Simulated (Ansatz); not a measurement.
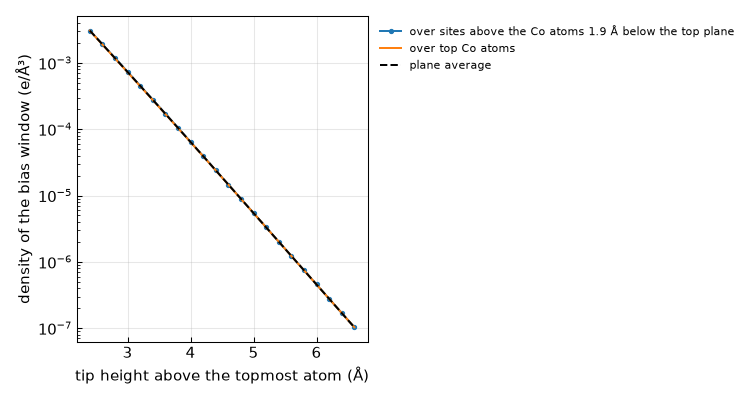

Approach curves over Co(001) (P6_3/mmc bulk, 6 atomic planes (those closer than 0.6 Å count as one), 10 Å) at a sample bias of −2.00 V.

The STM signal is simulated in the Tersoff–Hamann approximation. Bias windows are sharp sums over the levels of the k mesh.

Theory: DFT PBE, scalar-relativistic, plane waves, PAW in Ansatz. Cutoff 420 eV, 24 × 24 k-points, Gaussian smearing 0.1 eV, dipole correction. The slab is a cut without reconstruction beyond its cell, at the source's lattice constants, with its lower half held fixed and the rest relaxed. Collinear spin, net moment 10.0 μB a cell; the stability of this spin state wasn't checked. The run couldn't confirm all of its levels under its output density. The run warns that the functional's potential is rough in the thin density of the vacuum, where the tip is; weak contrasts and barriers may feel it.

Q: Estimate the decay constant and the apparent barrier, and compare with the vacuum level, which the run puts 4.90 eV above zero bias.

A: Near 4 Å the plane average falls as exp(−2.45 z/Å), a factor of 12 per ångström, which gives an apparent barrier of 5.7 eV (0.952 eV Å² times the slope squared). The apparent barrier is above 4.90 eV. At 4 Å the 0.25 eV of states nearest the highest filled state carry 28 % of the density, so deeper states, or ones away from the zone centre, set the barrier.
